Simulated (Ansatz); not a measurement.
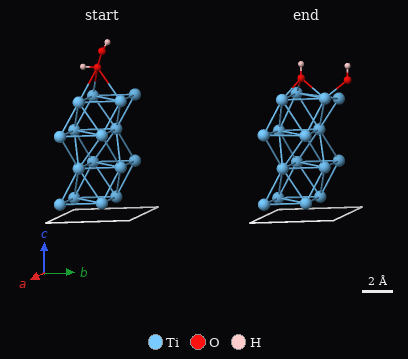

The structure of a slab of composition Ti₈HO (cut from the P6_3/mmc phase) before (left) and after (right) a constrained relaxation, at one scale.

A ball-and-stick model of the cell of the calculation, outlined in the plane, without the vacuum (origin shifted), seen slightly off an axis.

Case: 1 H2O2 a cell, donor, over a hollow Ti-Ti-Ti site. The slab is the (0 0 1) face of Ti with H2O2 on it. 8 atoms are held fixed.

Theory: Ansatz, DFT PBE+D3(BJ), scalar-relativistic, plane waves, PAW.

Input
```yaml
crystal:
  lattice:
    - [5.772929951, 0.0, 0.0]
    - [-2.8864649755, 4.9995039918, 0.0]
    - [0.0, 0.0, 26.542623473]
  atoms:
    - { symbol: Ti, position: [0.3333333333, 0.1666666667, 0.3014020075] }
    - { symbol: Ti, position: [0.3333333333, 0.6666666667, 0.3014020075] }
    - { symbol: Ti, position: [0.8333333333, 0.1666666667, 0.3014020075] }
    - { symbol: Ti, position: [0.8333333333, 0.6666666667, 0.3014020075] }
    - { symbol: Ti, position: [0.1666666667, 0.3333333333, 0.3875668571] }
    - { symbol: Ti, position: [0.1666666667, 0.8333333333, 0.3875668571] }
    - { symbol: Ti, position: [0.6666666667, 0.3333333333, 0.3875668571] }
    - { symbol: Ti, position: [0.6666666667, 0.8333333333, 0.3875668571] }
    - { symbol: Ti, position: [0.3333333333, 0.1666666667, 0.4769465527] }
    - { symbol: Ti, position: [0.3333333333, 0.6666666667, 0.4769465527] }
    - { symbol: Ti, position: [0.8333333333, 0.1666666667, 0.4769465527] }
    - { symbol: Ti, position: [0.8333333333, 0.6666666667, 0.4769465527] }
    - { symbol: Ti, position: [0.1666666667, 0.3333333333, 0.5588849364] }
    - { symbol: Ti, position: [0.1666666667, 0.8333333333, 0.5588849364] }
    - { symbol: Ti, position: [0.6666666667, 0.3333333333, 0.5588849364] }
    - { symbol: Ti, position: [0.6666666667, 0.8333333333, 0.5588849364] }
    - { symbol: O, position: [0.1019539268, 0.0886419117, 0.6875346158] }
    - { symbol: O, position: [0.0, 0.0, 0.6425239935] }
    - { symbol: H, position: [-0.038349086, 0.1057529585, 0.705874928] }
    - { symbol: H, position: [-0.0636206051, -0.1943920906, 0.6435562954] }
basis:
  ecutwfc: 420
kpoints:
  mp_grid: { grid: [4, 4, 1] }
hamiltonian:
  xc: pbe
  dispersion: d3bj
scf:
  occupations: { method: gaussian, width: 0.1 }
output:
  forces: true
  eigenvalues: true
  write_density: true
  write_potential: true
  elf: true
  volumetric_format: npy
relax:
  adjacent_minimum: "off"
  f_tol: 0.04
  max_steps: 100
  constraints: [{ sites: [0, 1, 2, 3, 4, 5, 6, 7] }]
efield:
  axis: 3
  dipole_correction: true
  ramp_width: 0.04
```

Command:
```bash
ansatz run input.yaml --threads 4 --pin off --max-ram 10240MiB --backend cpu --events-out ev --progress --plain --runs-dir out
```

Summarise the run.

The energy falls by 8.219 eV per cell of the calculation in 27 geometry steps. Largest force component: 5.4 eV/Å at the start, 0.011 eV/Å at the end. The atom that moves furthest is O17 (3.44 Å at 57° to the normal (−c side)). By element the largest moves are O 3.44 Å, H 3.15 Å, Ti 0.28 Å. The cell doesn't change. Among the contacts that change: Ti14–O17 5.355 → 2.135 Å, Ti16–O17 5.173 → 2.136 Å, O17–O18 1.317 → 3.336 Å, Ti13–O17 3.642 → 2.137 Å. New bonds form, among them: Ti13–O17 (3.64 → 2.14 Å), Ti14–O17 (5.35 → 2.14 Å), Ti16–O17 (5.17 → 2.14 Å). Bonds break, among them: O17–O18 (1.32 → 3.34 Å). Bond angles that change, for instance: Ti14–O18–H20 68.0° → 127.4°, Ti16–O18–H20 80.2° → 127.5°, Ti13–O18–Ti14 62.7° → 86.7°. The run may lie on a higher electronic state than the lowest, so the end point isn't shown to be the ground-state structure.

Limits of the set-up: the periodic images lie only 5.8 Å apart, so the values are limited by the cell's size.
